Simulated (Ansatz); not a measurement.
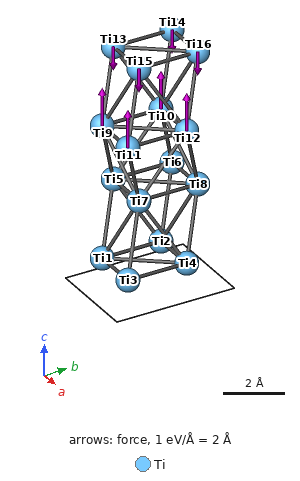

Starting geometry of a slab of composition Ti (cut from the P6_3/mmc phase) with the computed forces as purple arrows. The picture is a ball-and-stick view of the cell of the calculation, outlined in the plane, without the vacuum, seen from a free direction.

Case: clean slab, lower planes held. The slab is the (0 0 1) face of Ti. 8 atoms are held fixed.

Computed with Ansatz 0.2.0, DFT PBE+D3(BJ), scalar-relativistic, plane waves, PAW.

Input file:
```yaml
crystal:
  lattice:
    - [5.772929951, 0.0, 0.0]
    - [-2.8864649755, 4.9995039918, 0.0]
    - [0.0, 0.0, 22.861123473]
  atoms:
    - { symbol: Ti, position: [0.3333333333, 0.1666666667, 0.3499390574] }
    - { symbol: Ti, position: [0.3333333333, 0.6666666667, 0.3499390574] }
    - { symbol: Ti, position: [0.8333333333, 0.1666666667, 0.3499390574] }
    - { symbol: Ti, position: [0.8333333333, 0.6666666667, 0.3499390574] }
    - { symbol: Ti, position: [0.1666666667, 0.3333333333, 0.4499796858] }
    - { symbol: Ti, position: [0.1666666667, 0.8333333333, 0.4499796858] }
    - { symbol: Ti, position: [0.6666666667, 0.3333333333, 0.4499796858] }
    - { symbol: Ti, position: [0.6666666667, 0.8333333333, 0.4499796858] }
    - { symbol: Ti, position: [0.3333333333, 0.1666666667, 0.5500203142] }
    - { symbol: Ti, position: [0.3333333333, 0.6666666667, 0.5500203142] }
    - { symbol: Ti, position: [0.8333333333, 0.1666666667, 0.5500203142] }
    - { symbol: Ti, position: [0.8333333333, 0.6666666667, 0.5500203142] }
    - { symbol: Ti, position: [0.1666666667, 0.3333333333, 0.6500609426] }
    - { symbol: Ti, position: [0.1666666667, 0.8333333333, 0.6500609426] }
    - { symbol: Ti, position: [0.6666666667, 0.3333333333, 0.6500609426] }
    - { symbol: Ti, position: [0.6666666667, 0.8333333333, 0.6500609426] }
basis:
  ecutwfc: 420
kpoints:
  mp_grid: { grid: [4, 4, 1] }
hamiltonian:
  xc: pbe
  dispersion: d3bj
scf:
  occupations: { method: gaussian, width: 0.1 }
output:
  forces: true
  eigenvalues: true
  write_density: true
  write_potential: true
  elf: true
  volumetric_format: npy
relax:
  adjacent_minimum: "off"
  f_tol: 0.03
  max_steps: 70
  constraints: [{ sites: [0, 1, 2, 3, 4, 5, 6, 7] }]
efield:
  axis: 3
  dipole_correction: true
  ramp_width: 0.04
```

Run as
```bash
ansatz run input.yaml --threads 4 --pin off --max-ram 10240MiB --backend cpu --events-out ev --progress --plain --runs-dir out
```

What follows when this structure is relaxed?

Answer. It isn't relaxed: the largest force vector, on Ti atoms, is 0.66 eV/Å. The atoms end up moving mostly along the starting forces (cosine between the two patterns 0.97). After 3 geometry steps the energy has fallen by 0.142 eV per cell of the calculation. Largest force component: 0.66 eV/Å at the start, 0.0043 eV/Å at the end. The largest moves, 0.085 Å, are those of Ti9, Ti10, Ti11 and Ti12. Ti9 goes along the normal (+c). The cell doesn't change. Near-neighbour distances that change, for instance: Ti10–Ti13 2.830 → 2.740 Å, Ti5–Ti10 2.830 → 2.899 Å. The run took 21 s on 4 threads of Intel(R) Xeon(R) 6975P-C (Granite Rapids) (shared host), peak memory 1.5 GiB.
